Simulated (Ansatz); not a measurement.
Ti₄H₃

The calculation's input:

```
crystal:
  lattice:
    - [4.22111007, 0.0, 0.0]
    - [0.0, 4.22111007, 0.0]
    - [0.0, 0.0, 4.36890902]
  atoms:
    - { symbol: Ti, position: [0.25549103, 0.25549103, 0.25972063] }
    - { symbol: Ti, position: [0.74450897, 0.74450897, 0.25972063] }
    - { symbol: Ti, position: [0.74450897, 0.25549103, 0.74027937] }
    - { symbol: Ti, position: [0.25549103, 0.74450897, 0.74027937] }
    - { symbol: H, position: [0.0, 0.0, 0.0] }
    - { symbol: H, position: [0.0, 0.0, 0.5] }
    - { symbol: H, position: [0.5, 0.5, 0.0] }
basis:
  ecutwfc: 500
kpoints:
  mp_grid: { grid: [10, 10, 8] }
hamiltonian:
  xc: r2scan
scf:
  occupations: { method: gaussian, width: 0.1 }
output:
  forces: true
  stress: true
  eigenvalues: true
  write_density: true
  write_potential: true
  elf: true
  volumetric_format: npy
relax:
  adjacent_minimum: "off"
  f_tol: 0.01
  max_steps: 80
  cell: { stress_tol: 0.05 }
```

Command:

```sh
ansatz run input.yaml --threads 1 --pin off --max-ram 2560MiB --backend cpu --events-out ev --progress --plain --runs-dir out
```

Below, planes, directions and counts refer to the conventional cell (a = 4.21 Å, b = 4.21 Å, c = 4.38 Å, α = 90.00°, β = 90.00°, γ = 90.00°).

The fields are those of the run's last geometry, not of the input's.

Space group P-42m; a structure from a database of computed crystals, not necessarily the ambient phase; started from the database_111 prototype, which need not be the ambient phase; computed without spin polarisation.

These are results of Ansatz, DFT r2SCAN, scalar-relativistic, plane waves, PAW, not measurements.

Q: What will maps of the valence pseudo-density and electron localisation function show?

A: Ti–H (1.85 Å): ρ is about 0.52 e/Å³ halfway; the ELF climbs to about 1 towards the hydrogen.
Ti–Ti (3.01 Å): the density is about 0.2 e/Å³ at the midpoint; the ELF is about 0.25 at the midpoint (no shared electron pair shows on this line).
Ti–Ti (3.07 Å): ρ is about 0.2 e/Å³ halfway; the ELF is about 0.30 at the midpoint (no localised pair shows between them).
The ELF has a maximum of about 0.75 in the space between the atoms, 1.8 Å from four Ti atoms, on no atom or two-centre bond.

Q: Does the calculation make it a metal, or give it a gap?

A: It is metallic or semimetallic at this level of theory: no gap opens.

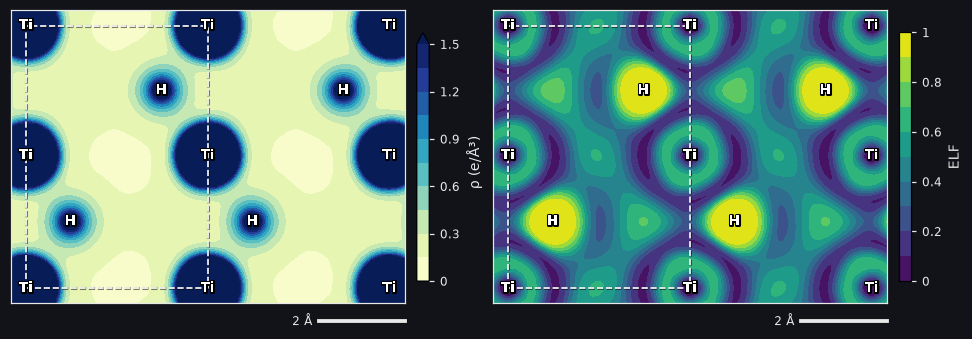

Computed valence pseudo-density and electron localisation function on the (101) plane of the conventional cell, in this order. 

The density is the valence pseudo-density of a PAW calculation; it isn't the true density close to the nuclei.
